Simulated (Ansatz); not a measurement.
**What a change does: geometry relaxation on HfO$_{2}$**

System: HfO$_{2}$ (P4₂/mnm, 6 atoms in the cell).
Method of run A: DFT PBE, scalar-relativistic, plane waves, PAW, no spin polarisation (Ansatz 0.2.0).

The structure derives from a Materials Project entry. Text and figures count atoms from 1; the logs count them from 0 in places.

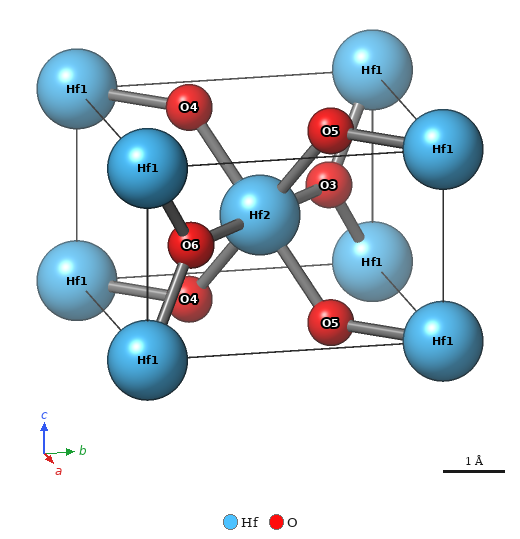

Fig. 1: The starting structure (ball-and-stick view of the cell of the calculation, seen slightly off an axis; atoms are numbered from 1 in the order of the input).

Input, run A:
```yaml
crystal:
  lattice:
    - [5.0581323323, 0.0, 0.0]
    - [0.0, 5.0581323323, 0.0]
    - [0.0, 0.0, 3.3155210067]
  atoms:
    - { symbol: Hf, position: [0.0, 0.0, 0.0] }
    - { symbol: Hf, position: [0.5, 0.5, 0.5] }
    - { symbol: O, position: [0.1934561951, 0.8065438049, 0.5] }
    - { symbol: O, position: [0.3065438049, 0.3065438049, 0.0] }
    - { symbol: O, position: [0.6934561951, 0.6934561951, 0.0] }
    - { symbol: O, position: [0.8065438049, 0.1934561951, 0.5] }
basis:
  ecutwfc: 420
kpoints:
  mp_grid: { grid: [6, 6, 8] }
hamiltonian:
  xc: pbe
scf:
  occupations: { method: gaussian, width: 0.02 }
output:
  forces: true
  stress: true
  eigenvalues: true
relax:
  adjacent_minimum: "off"
  f_tol: 0.01
  max_steps: 30
  cell: { stress_tol: 0.1, fix: [volume] }
```

Command:
```bash
ansatz run input.yaml --threads 1 --pin off --max-ram 2560MiB --backend cpu --events-out ev --progress --plain --runs-dir out
```

Hardware: 1 thread of Intel Xeon @ 2.90GHz (Ice Lake), 176 GiB of memory available, shared host.

Output, shortened to warnings, some set-up lines, iterations and results (run A):
```
Basis set: ecut = 420 eV, 1679 PW (Γ), exchange–correlation on 72×72×48 points (8 copies of the dense FFT grid, shifted against one another)
Symmetry: 16 space group operations
k-points: 50 of 288
Initial density: superposition of atomic densities (neutral atoms: chi_scale 0, normalization atom), corrected by the library's trained network
[...]
SCF iter   1: F=—  HF=-33722.793022 eV  |F-HF|=—  |Δ(HF+E_count)|=         —  Δρ=3.18e-3  dr2=7.08e-3  ethr=1.77e-3  ⟨swp⟩=5.7  Hψ=7348  notcnv=0  defer=2
SCF iter   2: F=—  HF=-33722.793413 eV  |F-HF|=—  |Δ(HF+E_count)|=   3.91e-4  Δρ=1.57e-3  dr2=1.33e-3  ethr=9.32e-6  ⟨swp⟩=2.0  Hψ=4513  notcnv=0  defer=88
SCF iter   3: F=—  HF=-33722.793543 eV  |F-HF|=—  |Δ(HF+E_count)|=   1.29e-4  Δρ=7.41e-4  dr2=4.18e-4  ethr=1.75e-6  ⟨swp⟩=3.0  Hψ=4098  notcnv=0  defer=88
SCF iter   4: F=—  HF=-33722.793631 eV  |F-HF|=—  |Δ(HF+E_count)|=   8.82e-5  Δρ=1.65e-4  dr2=2.01e-5  ethr=5.51e-7  ⟨swp⟩=2.0  Hψ=3981  notcnv=0  defer=88
SCF iter   5: F=—  HF=-33722.793473 eV  |F-HF|=—  |Δ(HF+E_count)|=   1.57e-4  Δρ=9.45e-5  dr2=5.41e-6  ethr=2.64e-8  ⟨swp⟩=2.1  Hψ=3884  notcnv=0  defer=88
[... 21 lines ...]
SCF iter   4: F=—  HF=-33722.800132 eV  |F-HF|=—  |Δ(HF+E_count)|=   1.26e-6  Δρ=3.10e-6  dr2=6.05e-9  ethr=5.12e-11  ⟨swp⟩=2.0  Hψ=3713  notcnv=0
SCF iter   5: F=—  HF=-33722.800132 eV  |F-HF|=—  |Δ(HF+E_count)|=   8.13e-8  Δρ=8.68e-7  dr2=6.12e-10  ethr=7.96e-12  ⟨swp⟩=2.2  Hψ=3802  notcnv=0
SCF iter   6: F=-33722.800132 eV  HF=-33722.800132 eV  |F-HF|=2.62e-10  |Δ(HF+E_count)|=  5.82e-10  Δρ=3.79e-7  dr2=4.58e-11  ethr=1.00e-12  ⟨swp⟩=4.3  Hψ=8275  notcnv=0
SCF 4 converged in 6 iterations: F = -33722.800132 eV  dr2 = 4.58e-11
relax step   4: F+E_penalty+E_count = -33722.80013195 eV  Δ(F+E_penalty+E_count) = -6.260e-5 eV  max|allowed force component| = 2.758e-3 eV/Å  Δτ_max = 0.0000 Å  P = -15.343 …
basis re-selected at this cell: Δ(F+E_penalty+E_count) = -6.260e-5 eV, ΔP = +0.001 GPa vs the last step (what re-selecting the basis moved, of the pressure what is left beyond the Pulay correction that the steps carried, after the strain that the cell walked since its last selection, with what the …
SCF converged after 6 iterations
Free energy (F): -33722.800132 eV
Harris-Foulkes:  -33722.800132 eV  (|F-HF|=2.62e-10)
Internal energy: -33722.800132 eV  (E = F + TS)
E sigma→0 (E₀):  -33722.800132 eV
Fermi energy:    12.327646 eV
--- Per-component energies (eV) ---
  E_band       = -290.906168
  E_kinetic    = 1524.607343
  E_local      = -13722.449471  (includes V_loc(G=0)·N_el)
  E_nonlocal   = -2296.169270
  E_hartree    = 6195.500591
  E_xc         = -889.733085
  E_vxc        = -901.560501  (∫ρ·V_xc dr)
  E_paw        = -14483.067434  (= ΣΔE_a)
  E_vpaw       = 2713.654481  (= ΣTr[D̂ρ^β])
  E_aug_tail   = 0.009682  (compensation charges beyond the density's cutoff)
  E_ewald      = -10051.498487
  E_smearing   = -0.000000  (= −TS)
  E_closure    = -0.000000  (closes the sum)
  Σ components = -33722.800132   (vs F -33722.800132, Δ=0.00e0)
--- Forces (eV/Å), atoms counted from 1 ---
  atom   1  Hf     0.00000000    -0.00000000     0.00000000
  atom   2  Hf     0.00000000    -0.00000000     0.00000000
  atom   3  O     -0.00275769     0.00275769     0.00000000
  atom   4  O      0.00275769     0.00275769     0.00000000
  atom   5  O     -0.00275769    -0.00275769     0.00000000
  atom   6  O      0.00275769    -0.00275769     0.00000000
  max |Σ_I F_I| component: 3.47e-18 eV/Å
--- Stress (GPa, compression-positive) ---
      -15.326544      -0.000000       0.000000
       -0.000000     -15.326544       0.000000
        0.000000       0.000000     -15.375053
  P = ⅓ Tr σ = -15.3427 GPa (-153.427 kbar)
--- Relaxed structure (3 steps of the walk, 3 accepted, 1 SCFs on fresh bases) ---
  F+E_penalty+E_count = -33722.80013195 eV   max|allowed force component| = 2.758e-3 eV/Å   (the final SCF, on the basis selected at the relaxed cell)
  cell:  # Å, volume = 84.8266 Å³
    - [5.073953244048597, 1.1085534156563005e-34, 0.0]
    - [1.1085534156563005e-34, 5.073953244048597, 0.0]
    - [0.0, 0.0, 3.2948772268389455]
  atoms:
    - { symbol: Hf, position: [-1.714786567464127e-19, 6.43044962799047e-20, 0.0] }
[...]
```

The input of run B differs as follows (lines with − go, lines with + come):
```diff
+  symmetry: { detect: false }
-  mp_grid: { grid: [6, 6, 8] }
+  mp_grid: { grid: [5, 5, 6] }
```

What does this change do to the results?

The free energy of run B is 0.04 meV per atom higher, which measures how much it depends on this numerical setting. The SCF takes 30 iterations over all geometry steps against 23. The irreducible k-points go from 50 to 76. On the same kind of shared host run B took about 3.2 times as long.

Output, shortened to warnings, some set-up lines, iterations and results (run B):
```
Basis set: ecut = 420 eV, 1679 PW (Γ), exchange–correlation on 72×72×48 points (8 copies of the dense FFT grid, shifted against one another)
Symmetry: 1 space group operations
k-points: 76 of 150 (time reversal used)
Initial density: superposition of atomic densities (neutral atoms: chi_scale 0, normalization atom), corrected by the library's trained network
[...]
SCF iter   1: F=—  HF=-33722.789802 eV  |F-HF|=—  |Δ(HF+E_count)|=         —  Δρ=3.18e-3  dr2=7.11e-3  ethr=1.77e-3  ⟨swp⟩=5.4  Hψ=11114  notcnv=0  defer=3
SCF iter   2: F=—  HF=-33722.790185 eV  |F-HF|=—  |Δ(HF+E_count)|=   3.82e-4  Δρ=1.57e-3  dr2=1.34e-3  ethr=9.36e-6  ⟨swp⟩=2.0  Hψ=6857  notcnv=0  defer=135
SCF iter   3: F=—  HF=-33722.790312 eV  |F-HF|=—  |Δ(HF+E_count)|=   1.28e-4  Δρ=7.44e-4  dr2=4.21e-4  ethr=1.76e-6  ⟨swp⟩=3.0  Hψ=6385  notcnv=0  defer=135
SCF iter   4: F=—  HF=-33722.790403 eV  |F-HF|=—  |Δ(HF+E_count)|=   9.09e-5  Δρ=1.66e-4  dr2=2.02e-5  ethr=5.54e-7  ⟨swp⟩=2.0  Hψ=6064  notcnv=0  defer=135
SCF iter   5: F=—  HF=-33722.790252 eV  |F-HF|=—  |Δ(HF+E_count)|=   1.51e-4  Δρ=9.47e-5  dr2=5.45e-6  ethr=2.66e-8  ⟨swp⟩=2.1  Hψ=5923  notcnv=0  defer=135
[... 30 lines ...]
SCF iter   4: F=—  HF=-33722.799866 eV  |F-HF|=—  |Δ(HF+E_count)|=   5.41e-8  Δρ=2.71e-6  dr2=3.88e-9  ethr=3.61e-11  ⟨swp⟩=2.0  Hψ=5424  notcnv=0
SCF iter   5: F=—  HF=-33722.799866 eV  |F-HF|=—  |Δ(HF+E_count)|=   5.50e-8  Δρ=9.82e-7  dr2=6.36e-10  ethr=5.10e-12  ⟨swp⟩=2.0  Hψ=5776  notcnv=0
SCF iter   6: F=-33722.799866 eV  HF=-33722.799866 eV  |F-HF|=8.00e-11  |Δ(HF+E_count)|=  3.64e-11  Δρ=3.55e-7  dr2=6.69e-11  ethr=1.00e-12  ⟨swp⟩=4.2  Hψ=12460  notcnv=0
SCF 5 converged in 6 iterations: F = -33722.799866 eV  dr2 = 6.69e-11
relax step   5: F+E_penalty+E_count = -33722.79986602 eV  Δ(F+E_penalty+E_count) = -3.997e-5 eV  max|allowed force component| = 1.077e-3 eV/Å  Δτ_max = 0.0000 Å  P = -15.339 …
basis re-selected at this cell: Δ(F+E_penalty+E_count) = -3.997e-5 eV, ΔP = +0.003 GPa vs the last step (what re-selecting the basis moved, of the pressure what is left beyond the Pulay correction that the steps carried, after the strain that the cell walked since its last selection, with what the …
WARN: the relaxation ended near the 16 symmetry operations of its rattled start. A stable structure does so, and so can a saddle point along a move or strain that wasn't checked. `relax.random_displacement` or `relax.escape_saddle: true` tries the moves, and a distorted `crystal.lattice` a strain
SCF converged after 6 iterations
Free energy (F): -33722.799866 eV
Harris-Foulkes:  -33722.799866 eV  (|F-HF|=8.00e-11)
Internal energy: -33722.799866 eV  (E = F + TS)
E sigma→0 (E₀):  -33722.799866 eV
Fermi energy:    12.328530 eV
--- Per-component energies (eV) ---
  E_band       = -290.888690
  E_kinetic    = 1524.611306
  E_local      = -13722.412313  (includes V_loc(G=0)·N_el)
  E_nonlocal   = -2296.168754
  E_hartree    = 6195.488707
  E_xc         = -889.733527
  E_vxc        = -901.561170  (∫ρ·V_xc dr)
  E_paw        = -14483.067664  (= ΣΔE_a)
  E_vpaw       = 2713.655381  (= ΣTr[D̂ρ^β])
  E_aug_tail   = 0.009682  (compensation charges beyond the density's cutoff)
  E_ewald      = -10051.527302
  E_smearing   = -0.000000  (= −TS)
  E_closure    = -0.000000  (closes the sum)
  Σ components = -33722.799866   (vs F -33722.799866, Δ=0.00e0)
--- Forces (eV/Å), atoms counted from 1 ---
  atom   1  Hf    -0.00027225     0.00087846     0.00000937
  atom   2  Hf    -0.00058748     0.00061137     0.00022171
  atom   3  O      0.00067859     0.00005595    -0.00018917
  atom   4  O      0.00058526    -0.00107808     0.00001722
  atom   5  O     -0.00030063    -0.00073006     0.00000744
  atom   6  O     -0.00010421     0.00025485    -0.00006757
  max |Σ_I F_I| component: 7.50e-6 eV/Å
--- Stress (GPa, compression-positive) ---
      -15.316522      -0.000136       0.000028
       -0.000136     -15.315173      -0.000316
        0.000028      -0.000316     -15.384464
  P = ⅓ Tr σ = -15.3387 GPa (-153.387 kbar)
--- Relaxed structure (4 steps of the walk, 4 accepted, 1 SCFs on fresh bases) ---
[...]
```

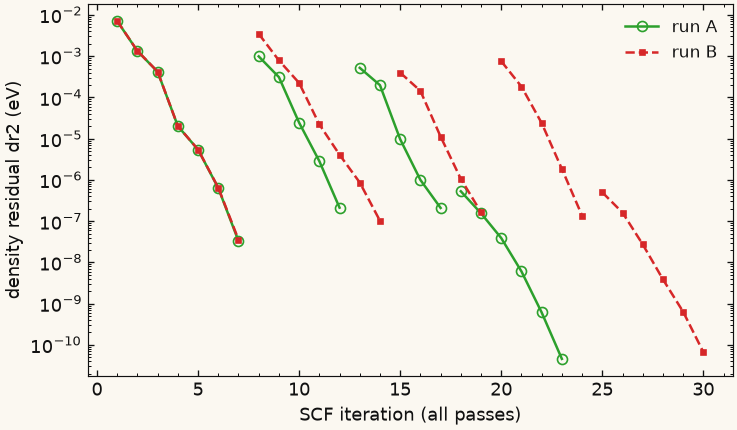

Fig. 2: Convergence of the two runs: density residual dr2 against the SCF iteration. A break in a curve parts two SCF passes. Run A takes 23 iterations in all, and run B takes 30.

The two runs side by side:

| quantity | run A | run B |
| --- | --- | --- |
| outcome | converged | converged |
| free energy per atom (eV) | −5620.4667 | −5620.4666 |
| gap on the mesh (eV) | 3.69 | 3.69 |
| pressure (GPa) | −15.34 | −15.34 |
| largest force (eV/Å) | 0.004 | 0.001 |
| SCF iterations | 23 | 30 |
| irreducible k-points | 50 | 76 |
| wall time (shared host) | 39 s | 2.1 min |

For both runs: Spin–orbit coupling is left out, which matters for Hf. For run A: The cell is under a tension of 15.3 GPa at this level, so it is not at its equilibrium volume. For run B: These settings are looser than, or depart from, a standard set-up, so the numbers are not reference values for this system.
